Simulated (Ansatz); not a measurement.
Consider W.

```
W
1.0
     2.84664    0.00000    0.00000
     0.00000    4.92788    0.00000
     0.00000    0.00000    4.98849
W
4
Direct
  0.79317 0.93684 0.75000
  0.20683 0.43684 0.75000
  0.20683 0.06316 0.25000
  0.79317 0.56316 0.25000
```

Space group Pbcm; a structure from a database of computed crystals, not necessarily the ambient phase; computed pressure about −20 GPa in this cell.

Theory: Kohn-Sham DFT of a periodic cell, PBEsol, Ansatz PAW in Ansatz.

> What will maps of the valence pseudo-density and electron localisation function show?

W–W (2.85 Å): ρ at the midpoint is about 0.36 e/Å³; the ELF is about 0.40 at the midpoint.

> Does the calculation give a band gap?

It is gapless in this calculation (a metal or semimetal).

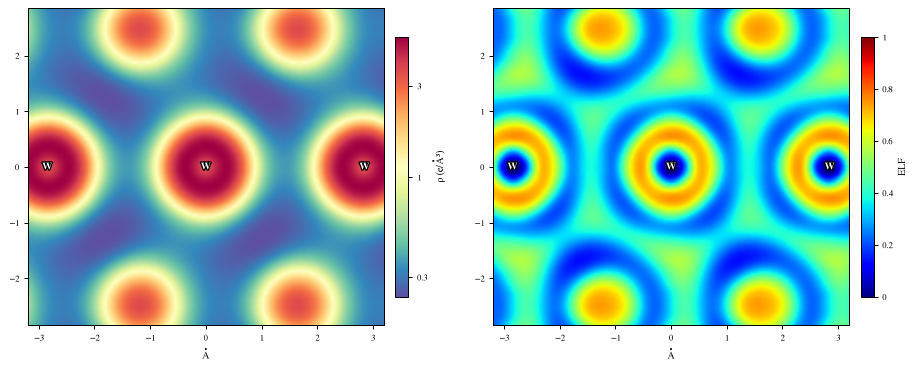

Computed valence pseudo-density and electron localisation function on the (010) plane of the conventional cell, in this order. Atoms just off the plane (W, 0.6 Å away) can leave unmarked features too.

Core electrons are frozen (PAW), and the valence fields are smoothed inside the atomic spheres.
